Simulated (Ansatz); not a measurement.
# TaN: geometry relaxation (part 1 of 2)

System: TaN (2 atoms in the cell).
Method: DFT PBE, scalar-relativistic, plane waves, PAW, no spin polarisation (Ansatz 0.2.0).

The structure derives from an entry of the Crystallography Open Database. It belongs to a series of runs on one base structure; here: the second end member. Figures and captions count atoms from 1; the log counts them from 0 in places.

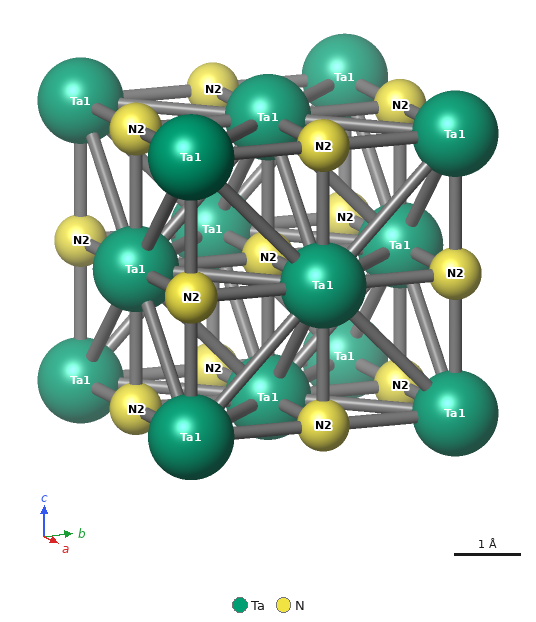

**Figure 1.** The starting structure (ball-and-stick view of the cell 4 times as large as that of the calculation, set on its symmetry axes, seen slightly off an axis; atoms are numbered from 1 in the order of the input). Near neighbours in the crystal (not all of them lie inside the picture): Ta has 6 N at 2.19 Å and 12 Ta at 3.10 Å; N has 6 Ta at 2.19 Å.

### The input
```yaml
crystal:
  lattice:
    - [0.0, 2.1933116125, 2.1933116125]
    - [2.1933116125, 0.0, 2.1933116125]
    - [2.1933116125, 2.1933116125, 0.0]
  atoms:
    - { symbol: Ta, position: [0.0, 0.0, 0.0] }
    - { symbol: "N", position: [0.5, 0.5, 0.5] }
basis:
  ecutwfc: 420
kpoints:
  mp_grid: { grid: [16, 16, 16] }
hamiltonian:
  xc: pbe
scf:
  occupations: { method: gaussian, width: 0.1 }
output:
  forces: true
  stress: true
  eigenvalues: true
relax:
  adjacent_minimum: "off"
  f_tol: 0.005
  max_steps: 80
  cell: { stress_tol: 0.05 }
```

Command:
```bash
ansatz run input.yaml --threads 2 --pin off --max-ram 5120MiB --backend cpu --events-out ev --progress --plain --runs-dir out
```

### What the program printed
```
Engine: ansatz 0.2.0, x86_64-unknown-linux-gnu
Pseudopotentials: kind: paw
Pseudopotential: Ta, paw, valence charge 13, recommended cutoff 420 eV (normal), Ta.paw.azcp
Pseudopotential: N, paw, valence charge 5, recommended cutoff 420 eV (normal), N.paw.azcp
Functional definition: PBE
  parameter kappa = 0.804
  parameter beta = 0.06672455060314922
  exchange = pbe_x(kappa = kappa, mu = beta*pi^2/3)
  correlation = pbe_c(beta = beta)
Crystal: 2 atoms, lattice volume = 21.102 Å³
Basis set: ecut = 420 eV, 411 PW (Γ), exchange–correlation on 48×48×48 points (8 copies of the dense FFT grid, shifted against one another)
Bands: 13, of which v1, the nominal top of the filled ones, is band 9 counted from 1 (8 counted from 0)
Symmetry: 48 space group operations
Space group: Fm-3m (ITA 225), of the structure as read, at distance tolerance 2.8e-5 Å
k-points: 145 of 4096
Non-local potential: Ta, projectors of the file, l = 0: 3, l = 1: 2, l = 2: 2, l = 3: 1
Non-local potential: N, projectors of the file, l = 0: 2, l = 1: 2, l = 2: 1
PAW form: soft (Blöchl's): semilocal exchange-correlation on the pseudo side does not see the compensation charge
PAW one-centre angular grid: Ta, 590 points (default); XC on 64 Gauss nodes
PAW one-centre angular grid: N, 110 points (default); XC on 64 Gauss nodes
Initial density: superposition of atomic densities (neutral atoms: chi_scale 0, normalization atom), corrected by the library's trained network
Initial wavefunctions: pseudopotential atomic-orbital guess
Functional: x = pbe(κ = 0.804, μ = 0.2195149727645171), c = pbe(β = 0.06672455060314922)
SCF iter   1: F=—  HF=-10317.907727 eV  |F-HF|=—  |Δ(HF+E_count)|=         —  Δρ=1.97e-3  dr2=5.74e-4  ethr=1.77e-3  ⟨swp⟩=5.6  Hψ=22299  notcnv=0  defer=77
automatic band count: the SCF goes on with 17 bands, as 13 were too few: the levels above may hold too much charge
preconditioner: auto → none  [metal: Δε(μ)=0.016 eV  Ē_g=15.653 eV  σ=0.100 eV  W_gap=0.09  n_scr=8 (ndim 8)  ℏωp=25.6 eV  f_vac=0.000  D(μ)=1.13/eV (n_scr^D=14)  sad-step TF]
SCF iter   2: F=—  HF=-10317.907327 eV  |F-HF|=—  |Δ(HF+E_count)|=   4.00e-4  Δρ=1.18e-3  dr2=2.26e-4  ethr=3.19e-6  ⟨swp⟩=2.3  Hψ=4230  notcnv=0  defer=78
SCF iter   3: F=—  HF=-10317.907409 eV  |F-HF|=—  |Δ(HF+E_count)|=   8.22e-5  Δρ=3.06e-4  dr2=1.51e-5  ethr=1.25e-6  ⟨swp⟩=2.2  Hψ=2803  notcnv=0  defer=78
SCF iter   4: F=—  HF=-10317.907404 eV  |F-HF|=—  |Δ(HF+E_count)|=   5.17e-6  Δρ=1.53e-4  dr2=3.22e-6  ethr=8.37e-8  ⟨swp⟩=1.1  Hψ=2194  notcnv=0  defer=78
iter 5 did not close the SCF: its close was put off for the readings that it lacked (scf_convergence_deferred on its scf_iter line)
SCF iter   5: F=-10317.907404 eV  HF=-10317.907404 eV  |F-HF|=4.38e-8  |Δ(HF+E_count)|=   4.80e-8  Δρ=1.98e-5  dr2=5.98e-8  ethr=1.79e-8  ⟨swp⟩=2.3  Hψ=2788  notcnv=0  defer=78
SCF iter   6: F=-10317.907404 eV  HF=-10317.907404 eV  |F-HF|=7.04e-9  |Δ(HF+E_count)|=   1.33e-8  Δρ=9.88e-6  dr2=1.03e-8  ethr=3.32e-10  ⟨swp⟩=5.8  Hψ=10247  notcnv=0
SCF 1 converged in 6 iterations: F = -10317.907404 eV  dr2 = 1.03e-8
  greatest PAW one-centre occupation: 0.999 electrons in one spin orbital (limit 2), on the Ta atom at site 0 (counted from 0), in its partial waves of l = 0
relax step   1: F+E_penalty+E_count = -10317.90740357 eV  Δ(F+E_penalty+E_count) = +0.000e0 eV  max|allowed force component| = 3.971e-29 eV/Å  Δτ_max = 0.0000 Å  P = +7.205 GPa  Ω = 21.102 Å³  (6 SCF iters, dr2 threshold 1.00e-7 eV, accepted)
Crystal: 2 atoms, lattice volume = 21.715 Å³
Bands: 17, of which v1, the nominal top of the filled ones, is band 9 counted from 1 (8 counted from 0)
Initial density: handed on by an earlier stage of this run
Initial wavefunctions: those handed on with the density
iter 1 solved again at ethr=2.96e-5 eV; its pass at ethr=3.10e-3 eV (dr2=5.34e-3 eV) is discarded
SCF iter   1: F=—  HF=-10317.914902 eV  |F-HF|=—  |Δ(HF+E_count)|=         —  Δρ=4.82e-3  dr2=5.07e-3  ethr=2.96e-5  ⟨swp⟩=1.6  Hψ=13614  notcnv=0
preconditioner: auto → none  [metal: Δε(μ)=0.009 eV  Ē_g=15.279 eV  σ=0.100 eV  W_gap=0.05  n_scr=8 (ndim 8)  ℏωp=25.2 eV  f_vac=0.000  D(μ)=1.16/eV (n_scr^D=14)]
SCF iter   2: F=—  HF=-10317.913908 eV  |F-HF|=—  |Δ(HF+E_count)|=   9.93e-4  Δρ=1.90e-3  dr2=9.27e-4  ethr=2.82e-5  ⟨swp⟩=1.0  Hψ=2465  notcnv=0
SCF iter   3: F=—  HF=-10317.913710 eV  |F-HF|=—  |Δ(HF+E_count)|=   1.98e-4  Δρ=2.29e-4  dr2=1.02e-5  ethr=5.15e-6  ⟨swp⟩=1.2  Hψ=2581  notcnv=0
SCF iter   4: F=—  HF=-10317.913708 eV  |F-HF|=—  |Δ(HF+E_count)|=   1.96e-6  Δρ=3.59e-5  dr2=2.11e-7  ethr=5.69e-8  ⟨swp⟩=1.8  Hψ=2902  notcnv=0
iter 5 did not close the SCF: its close was put off for the readings that it lacked (scf_convergence_deferred on its scf_iter line)
SCF iter   5: F=-10317.913708 eV  HF=-10317.913708 eV  |F-HF|=9.17e-10  |Δ(HF+E_count)|=  3.11e-10  Δρ=3.20e-6  dr2=9.76e-10  ethr=1.17e-9  ⟨swp⟩=2.3  Hψ=3108  notcnv=0
SCF iter   6: F=-10317.913708 eV  HF=-10317.913708 eV  |F-HF|=3.64e-11  |Δ(HF+E_count)|=  7.42e-10  Δρ=4.55e-7  dr2=3.97e-11  ethr=5.42e-12  ⟨swp⟩=1.1  Hψ=6357  notcnv=0
SCF 2 converged in 6 iterations: F = -10317.913708 eV  dr2 = 3.97e-11
relax step   2: F+E_penalty+E_count = -10317.91370811 eV  Δ(F+E_penalty+E_count) = -6.305e-3 eV  max|allowed force component| = 2.498e-30 eV/Å  Δτ_max = 0.0000 Å  P = -2.666 GPa  Ω = 21.715 Å³  energy of the carried Pulay correction = -1.904e-3 eV  (6 SCF iters, dr2 threshold 2.00e-7 eV, accepted)
Crystal: 2 atoms, lattice volume = 21.546 Å³
iter 1 solved again at ethr=2.05e-6 eV; its pass at ethr=3.10e-3 eV (dr2=3.69e-4 eV) is discarded
SCF iter   1: F=—  HF=-10317.915779 eV  |F-HF|=—  |Δ(HF+E_count)|=         —  Δρ=1.28e-3  dr2=3.53e-4  ethr=2.05e-6  ⟨swp⟩=2.4  Hψ=13740  notcnv=0
preconditioner: auto → none  [metal: Δε(μ)=0.015 eV  Ē_g=15.403 eV  σ=0.100 eV  W_gap=0.09  n_scr=8 (ndim 8)  ℏωp=25.3 eV  f_vac=0.000  D(μ)=1.16/eV (n_scr^D=14)]
SCF iter   2: F=—  HF=-10317.915709 eV  |F-HF|=—  |Δ(HF+E_count)|=   7.00e-5  Δρ=4.78e-4  dr2=5.85e-5  ethr=1.96e-6  ⟨swp⟩=1.0  Hψ=2465  notcnv=0
SCF iter   3: F=—  HF=-10317.915693 eV  |F-HF|=—  |Δ(HF+E_count)|=   1.61e-5  Δρ=7.79e-5  dr2=1.43e-6  ethr=3.25e-7  ⟨swp⟩=1.0  Hψ=2465  notcnv=0
iter 4 did not close the SCF: its close was put off for the readings that it lacked (scf_convergence_deferred on its scf_iter line)
SCF iter   4: F=-10317.915692 eV  HF=-10317.915692 eV  |F-HF|=9.32e-9  |Δ(HF+E_count)|=   3.64e-7  Δρ=1.09e-5  dr2=2.11e-8  ethr=7.97e-9  ⟨swp⟩=1.3  Hψ=2583  notcnv=0
iter 5 did not close the SCF: its close was put off for the readings that it lacked (scf_convergence_deferred on its scf_iter line)
SCF iter   5: F=-10317.915692 eV  HF=-10317.915692 eV  |F-HF|=7.28e-11  |Δ(HF+E_count)|=   6.76e-9  Δρ=2.25e-6  dr2=5.90e-10  ethr=1.17e-10  ⟨swp⟩=2.1  Hψ=3628  notcnv=0
SCF iter   6: F=-10317.915692 eV  HF=-10317.915692 eV  |F-HF|=1.82e-11  |Δ(HF+E_count)|=  3.18e-10  Δρ=4.13e-7  dr2=2.37e-11  ethr=3.28e-12  ⟨swp⟩=1.0  Hψ=6136  notcnv=0
SCF 3 converged in 6 iterations: F = -10317.915692 eV  dr2 = 2.37e-11
relax step   3: F+E_penalty+E_count = -10317.91569229 eV  Δ(F+E_penalty+E_count) = -1.984e-3 eV  max|allowed force component| = 1.814e-29 eV/Å  Δτ_max = 0.0000 Å  P = -0.091 GPa  Ω = 21.546 Å³  energy of the carried Pulay correction = -1.385e-3 eV  (6 SCF iters, dr2 threshold 2.00e-7 eV, accepted)
Crystal: 2 atoms, lattice volume = 21.540 Å³
iter 1 solved again at ethr=2.66e-9 eV; its pass at ethr=3.10e-3 eV (dr2=4.80e-7 eV) is discarded
SCF iter   1: F=—  HF=-10317.915714 eV  |F-HF|=—  |Δ(HF+E_count)|=         —  Δρ=4.61e-5  dr2=4.58e-7  ethr=2.66e-9  ⟨swp⟩=2.5  Hψ=13098  notcnv=0
preconditioner: auto → none  [metal: Δε(μ)=0.015 eV  Ē_g=15.401 eV  σ=0.100 eV  W_gap=0.08  n_scr=8 (ndim 8)  ℏωp=25.3 eV  f_vac=0.000  D(μ)=1.16/eV (n_scr^D=14)]
SCF iter   2: F=—  HF=-10317.915712 eV  |F-HF|=—  |Δ(HF+E_count)|=   1.88e-6  Δρ=1.70e-5  dr2=7.44e-8  ethr=2.54e-9  ⟨swp⟩=1.0  Hψ=2468  notcnv=0
iter 3 did not close the SCF: its close was put off for the readings that it lacked (scf_convergence_deferred on its scf_iter line)
SCF iter   3: F=-10317.915712 eV  HF=-10317.915712 eV  |F-HF|=1.38e-9  |Δ(HF+E_count)|=   1.83e-8  Δρ=2.85e-6  dr2=1.92e-9  ethr=4.13e-10  ⟨swp⟩=1.0  Hψ=2468  notcnv=0
iter 4 did not close the SCF: its close was put off for the readings that it lacked (scf_convergence_deferred on its scf_iter line)
SCF iter   4: F=-10317.915712 eV  HF=-10317.915712 eV  |F-HF|=9.09e-12  |Δ(HF+E_count)|=  4.78e-10  Δρ=4.03e-7  dr2=2.77e-11  ethr=1.07e-11  ⟨swp⟩=1.4  Hψ=2618  notcnv=0
iter 5 did not close the SCF: its close was put off for the readings that it lacked (scf_convergence_deferred on its scf_iter line)
SCF iter   5: F=-10317.915712 eV  HF=-10317.915712 eV  |F-HF|=7.28e-12  |Δ(HF+E_count)|=  9.09e-12  Δρ=7.98e-8  dr2=7.87e-13  ethr=1.00e-12  ⟨swp⟩=1.9  Hψ=2787  notcnv=0
SCF iter   6: F=-10317.915712 eV  HF=-10317.915712 eV  |F-HF|=5.46e-12  |Δ(HF+E_count)|=  5.46e-12  Δρ=1.33e-8  dr2=3.46e-14  ethr=1.00e-12  ⟨swp⟩=1.0  Hψ=5517  notcnv=0
SCF 4 converged in 6 iterations: F = -10317.915712 eV  dr2 = 3.46e-14
relax step   4: F+E_penalty+E_count = -10317.91571229 eV  Δ(F+E_penalty+E_count) = -1.999e-5 eV  max|allowed force component| = 5.949e-30 eV/Å  Δτ_max = 0.0000 Å  P = +0.001 GPa  Ω = 21.540 Å³  energy of the carried Pulay correction = -1.366e-3 eV  (6 SCF iters, dr2 threshold 2.08e-8 eV, accepted)
Initial wavefunctions: pseudopotential atomic-orbital guess (no wavefunctions were taken with the density)
iter 1 solved again at ethr=5.00e-8 eV; its pass at ethr=3.10e-3 eV (dr2=9.00e-6 eV) is discarded
SCF iter   1: F=—  HF=-10317.917184 eV  |F-HF|=—  |Δ(HF+E_count)|=         —  Δρ=2.92e-4  dr2=8.76e-7  ethr=5.00e-8  ⟨swp⟩=3.1  Hψ=18669  notcnv=0
SCF iter   2: F=—  HF=-10317.917208 eV  |F-HF|=—  |Δ(HF+E_count)|=   2.33e-5  Δρ=1.44e-4  dr2=1.73e-7  ethr=4.86e-9  ⟨swp⟩=1.7  Hψ=2947  notcnv=0
SCF iter   3: F=—  HF=-10317.917217 eV  |F-HF|=—  |Δ(HF+E_count)|=   8.90e-6  Δρ=9.86e-6  dr2=1.30e-9  ethr=9.62e-10  ⟨swp⟩=2.0  Hψ=3056  notcnv=0
SCF iter   4: F=—  HF=-10317.917217 eV  |F-HF|=—  |Δ(HF+E_count)|=   3.90e-8  Δρ=4.69e-7  dr2=2.20e-11  ethr=7.25e-12  ⟨swp⟩=2.1  Hψ=3387  notcnv=0
iter 5 did not close the SCF: its close was put off for the readings that it lacked (scf_convergence_deferred on its scf_iter line)
SCF iter   5: F=-10317.917217 eV  HF=-10317.917217 eV  |F-HF|=1.09e-11  |Δ(HF+E_count)|=  3.64e-12  Δρ=1.10e-7  dr2=8.47e-13  ethr=1.00e-12  ⟨swp⟩=1.0  Hψ=2465  notcnv=0
iter 6 did not close the SCF: its close was put off for the readings that it lacked (scf_convergence_deferred on its scf_iter line)
SCF iter   6: F=-10317.917217 eV  HF=-10317.917217 eV  |F-HF|=3.64e-12  |Δ(HF+E_count)|=  1.46e-11  Δρ=5.54e-9  dr2=3.74e-15  ethr=1.00e-12  ⟨swp⟩=1.0  Hψ=2465  notcnv=0
iter 7 did not close the SCF: its close was put off for the readings that it lacked (scf_convergence_deferred on its scf_iter line)
SCF iter   7: F=-10317.917217 eV  HF=-10317.917217 eV  |F-HF|=1.82e-12  |Δ(HF+E_count)|=  1.82e-12  Δρ=1.25e-9  dr2=1.77e-16  ethr=1.00e-12  ⟨swp⟩=1.0  Hψ=2465  notcnv=0
iter 8 did not close the SCF: its close was put off for the readings that it lacked (scf_convergence_deferred on its scf_iter line)
SCF iter   8: F=-10317.917217 eV  HF=-10317.917217 eV  |F-HF|=9.09e-12  |Δ(HF+E_count)|=    0.00e0  Δρ=1.09e-10  dr2=1.96e-18  ethr=1.00e-12  ⟨swp⟩=1.0  Hψ=2465  notcnv=0
SCF iter   9: F=-10317.917217 eV  HF=-10317.917217 eV  |F-HF|=1.82e-12  |Δ(HF+E_count)|=  3.64e-12  Δρ=3.42e-11  dr2=2.41e-19  ethr=1.00e-12  ⟨swp⟩=1.4  Hψ=5583  notcnv=0
SCF 5 converged in 9 iterations: F = -10317.917217 eV  dr2 = 2.41e-19
relax step   5: F+E_penalty+E_count = -10317.91721660 eV  Δ(F+E_penalty+E_count) = -1.504e-3 eV  max|allowed force component| = 4.635e-30 eV/Å  Δτ_max = 0.0000 Å  P = +0.110 GPa  Ω = 21.540 Å³  stress off target by 1.10e-1 GPa  SCF on the basis re-selected at this cell (its energy is not comparable with the rows above)  (9 SCF iters)
basis re-selected at this cell: Δ(F+E_penalty+E_count) = -1.504e-3 eV, ΔP = +0.108 GPa vs the last step (what re-selecting the basis moved, of the pressure what is left beyond the Pulay correction that the steps carried, after the strain that the cell walked since its last selection, with what the two solves' SCF thresholds leave and, on support functions, any second-order correction that the steps lacked; it is no measure of the basis error at this ecutwfc). This SCF's stress stands 1.10e-1 GPa from its target on what of the cell is left free (relax.cell.stress_tol is 5.00e-2 GPa) and its largest allowed force component is 4.63e-30 eV/Å (relax.f_tol is 5.00e-3 eV/Å): not within both, so this SCF does not close the relaxation
Crystal: 2 atoms, lattice volume = 21.547 Å³
iter 1 solved again at ethr=3.64e-9 eV; its pass at ethr=3.10e-3 eV (dr2=6.55e-7 eV) is discarded
```
